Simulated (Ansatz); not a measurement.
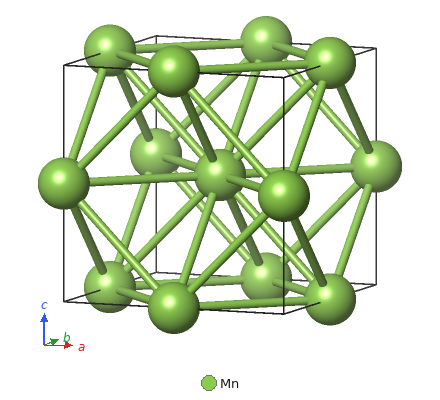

The structure; the drawing may span several cells.

Structure (in its standard cell), the geometry relaxed with DFT PBE, scalar-relativistic, plane waves, PAW in Ansatz; the starting structure was generated, so it need not be a known form of this composition:

```
Mn
1.0
     3.50256    0.00000    0.00000
     0.00000    3.50256    0.00000
     0.00000    0.00000    3.50256
Mn
4
Direct
  0.50000 0.00000 0.00000
  0.50000 0.50000 0.50000
  0.00000 0.00000 0.50000
  0.00000 0.50000 0.00000
```

**Predict the [001] zone-axis pattern (100 kV, kinematic, B = 1 Å²).**

The spots form a square net with both shortest vectors at d = 1.75 Å, 90.0° apart. They are 2 0 0 and 0 2 0. The pattern has symmetry 4mm. The lattice centring (F) removes all reflections that break h + k = 2n, h + l = 2n.

Strongest reflections with d > 0.80 Å, one of each family (|F|² from tabulated Gaussian fits of the electron scattering factors, times a small damping for the curvature of the Ewald sphere):

```json
{"hkl": "2 0 0", "d (Å)": "1.751", "I (strongest = 100)": "100"}
{"hkl": "2 2 0", "d (Å)": "1.238", "I (strongest = 100)": "40"}
{"hkl": "4 0 0", "d (Å)": "0.876", "I (strongest = 100)": "11"}
```

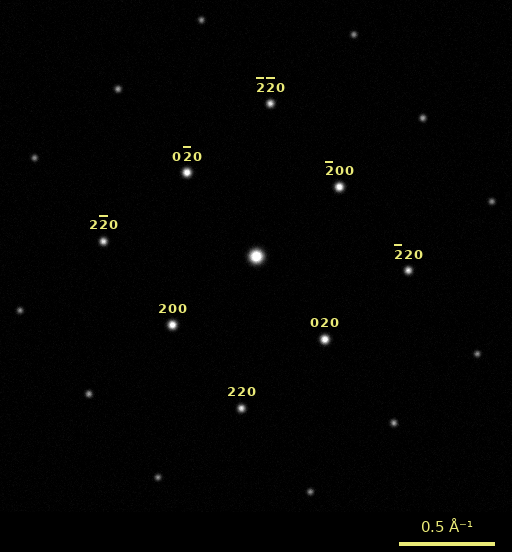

Calculated pattern, seen from the source side with [001] pointing towards the source.
